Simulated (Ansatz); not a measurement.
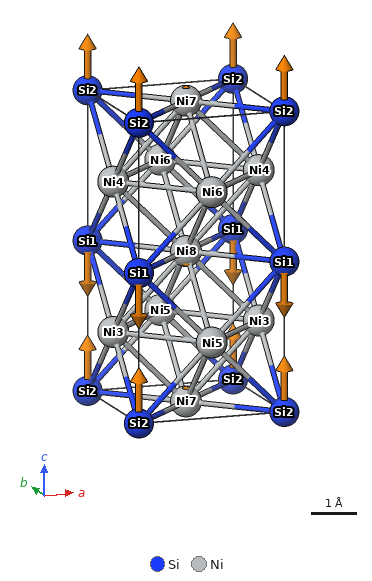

Lattice vibrations of solid SiNi₃, space group Pm-3m (No. 221), at the zone centre of a doubled cell. The levels lie at 149 (×2), 183 (×2), 204, 208 (×3), 231, 239 (×3), 266, 281 (×2), 303 (×2), 334, 337 (×3) cm⁻¹. One mode is drawn. Displacements are drawn as orange arrows; their common scale and sign are arbitrary. The picture is a ball-and-stick view of the cell of the calculation, seen slightly off an axis.

Level of theory: DFT PBEsol, scalar-relativistic, plane waves, PAW (Ansatz 0.2.0). (plane-wave cutoff 420 eV; k-point mesh 14 × 14 × 8; occupations gaussian; smearing width 0.15 eV; no spin polarisation)

Question: Which of these frequencies is the drawn mode's?

Answer: The level at 334 cm⁻¹. This is a non-degenerate mode, level 10 of 11, counted from below (the three translations aside). The Ni (2c) atoms stay at rest; all motion is along c of the drawn cell; atoms of one kind move against one another, with no net shift of any sublattice; the kinetic energy is shared as Si 99 %, Ni 1 %. It changes sign from one half of the doubled cell to the other: it belongs to the zone boundary, q = (0, 0, 1/2) in the reciprocal vectors of the undoubled cell.

Limits of the set-up: an element that often carries a moment was run without spin polarisation.
